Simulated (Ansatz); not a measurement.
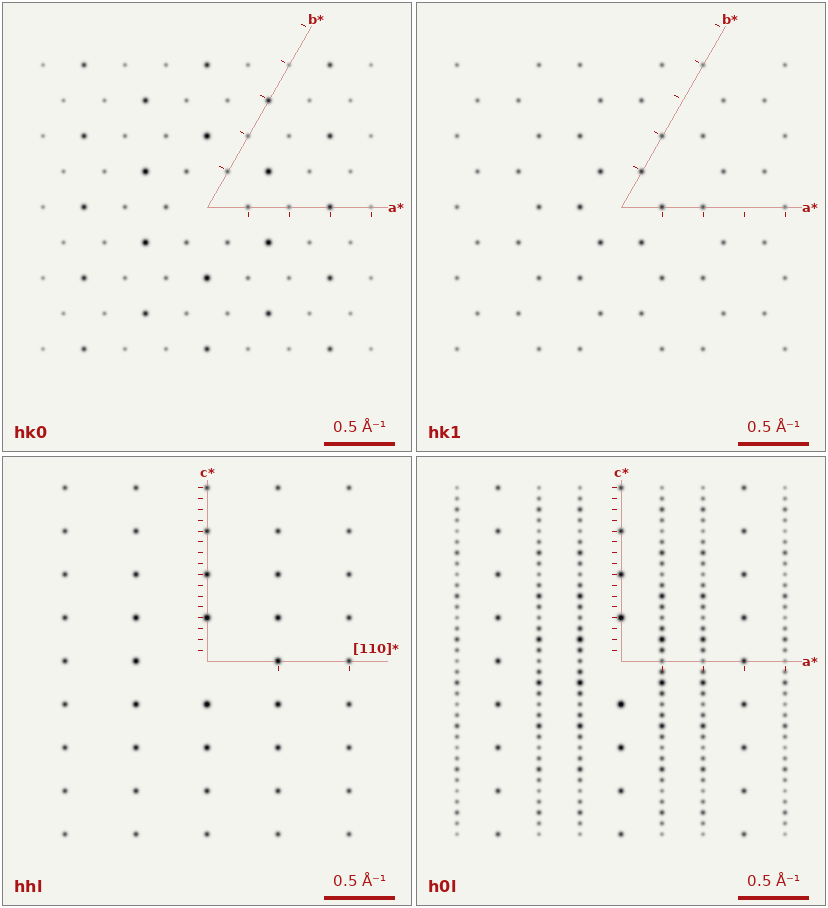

Simulated precession-type sections (X-rays; kinematic intensities, B = 0.5 Å²). The ticks mark integer indices of the conventional cell.

The compound is Ca. Structure: the geometry relaxed with DFT, PBE, plane waves (420 eV) with PAW, scalar-relativistic (Ansatz); the starting structure was generated, so it need not be a known form of this composition.

> Read the reciprocal cell and give the direct cell.

a* = 0.296, b* = 0.296, c* = 0.078 Å⁻¹, γ* = 60°; the cell is hexagonal with a = 3.91 Å, c = 12.81 Å (hexagonal axes).

> List the systematic absences.

Reflections are present only under these conditions. hkl: no condition; hk0: no condition; h0l: no condition; hhl: l = 2n; 00l: l = 2n. The lattice is primitive (P). Further gaps, such as 3 0 1, 0 3 1, 3 0 3, come from atoms on special positions, not from the group's general conditions. A few very weak reflections are below the display threshold.

> Which space groups fit?

The intensities have Laue symmetry 6/mmm (the hk0 layer shows 6mm, hk1 shows 6mm). With these conditions the candidates are P6_3mc (No. 186), P-62c (No. 190), P6_3/mmc (No. 194). Diffraction geometry alone does not choose among them; the structure has P6_3/mmc.
